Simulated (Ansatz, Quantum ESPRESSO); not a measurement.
## HfO2 (tetragonal): bulk modulus from a few volumes

How stiff is tetragonal HfO2 under hydrostatic load? Each row relaxes cell and atoms at a set pressure. The symmetry of the cell is held, so distortions that would lower it, which this phase may prefer, aren't tested. The phase is followed to these pressures whether or not it stays the stable one.

Calculated with Ansatz 0.2.0, PBEsol, PAW files of the set soft_1, cutoff 600 eV, Fermi–Dirac smearing 0.02 eV, k-mesh 8×8×6, no spin polarisation, no spin-orbit coupling.

Reference cell, relaxed at zero pressure with PBEsol (P4_2/nmc): a = 3.5674 Å, b = 3.5674 Å, c = 5.1662 Å, α = 90.00°, β = 90.00°, γ = 90.00°.

```
atom       x       y       z
  Hf  0.0000  0.0000  0.0000
  Hf  0.5000  0.5000  0.5000
   O  0.0000  0.5000  0.2002
   O  0.0000  0.5000  0.7002
   O  0.5000  0.0000  0.2998
   O  0.5000  0.0000  0.7998
```

| V (Å³/atom) | V/V0 | P (GPa) | E − E0 (meV/atom) |
| --- | --- | --- | --- |
| 11.1999 | 1.0221 | −4.001 | 3.1 |
| 10.4757 | 0.9560 | 10.001 | 14.3 |
| 10.2775 | 0.9379 | 14.997 | 29.7 |
| 10.0997 | 0.9217 | 19.996 | 49.1 |
| 9.7901 | 0.8934 | 29.996 | 97.1 |

V0 = 10.9577 Å³ an atom, where the residual pressure P0 is 0.000 GPa. **Question.** Fit the Birch–Murnaghan law and give the pressure and the energy at V = 10.6992 Å³ an atom, a row left out above.

With the Eulerian strain f = ½[(V0/V)^(2/3) − 1] and F = (P − P0)/[3f(1 + 2f)^(5/2)], the third-order law is the line F = B0 + (3/2) B0 (B′ − 4) f.

| f | F (GPa) |
| --- | --- |
| 0.03900 | 212.46 |
| 0.02793 | 208.31 |
| 0.02182 | 205.85 |
| 0.01522 | 203.19 |
| −0.00723 | 191.19 |

A straight line through the 5 rows: the means are 0.01935 for f and 204.2 for F, Σ(Δx)² = 0.001189 and ΣΔxΔy = 0.5516, so the slope is 0.5516/0.001189 = 463.79 and the intercept 204.2 − (463.79)(0.01935) = 195.23.

Hence B0 = 195.2 GPa and B′ = 4 + (463.8)/(1.5 × 195.2) = 5.58. For the withheld volume f = 0.00802, F = 198.95 GPa and P = 4.98 GPa. The run itself gives 5.00 GPa, so the estimate misses by 0.02 GPa; the fitted rows themselves lie up to 0.12 GPa off the law.

Integrating the same law gives E − E0 = (9/2) B0 V0 f²[1 + (B′ − 4) f] + P0(V0 − V), with 1 GPa Å³ = 6.2415 meV: 3.9 meV an atom. The run itself gives 3.9 meV, so the estimate misses by 0.0 meV, a rounding's worth.

The same fit over all rows at other levels or in other programs gives B0 = 195 GPa with PBEsol (Quantum ESPRESSO, PseudoDojo) and 200 GPa with PBEsol (Quantum ESPRESSO, GBRV).

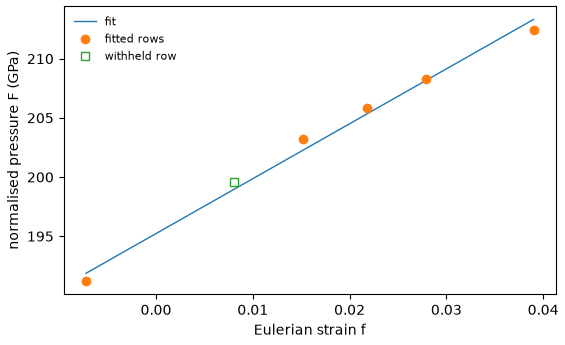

The fitted law, the rows behind it and the withheld row.

[Logs are printed without paths, hosts, clocks, repeated set-up lines and the standing remarks that a program may print on its own settings, such as how far it seeks lower states.]
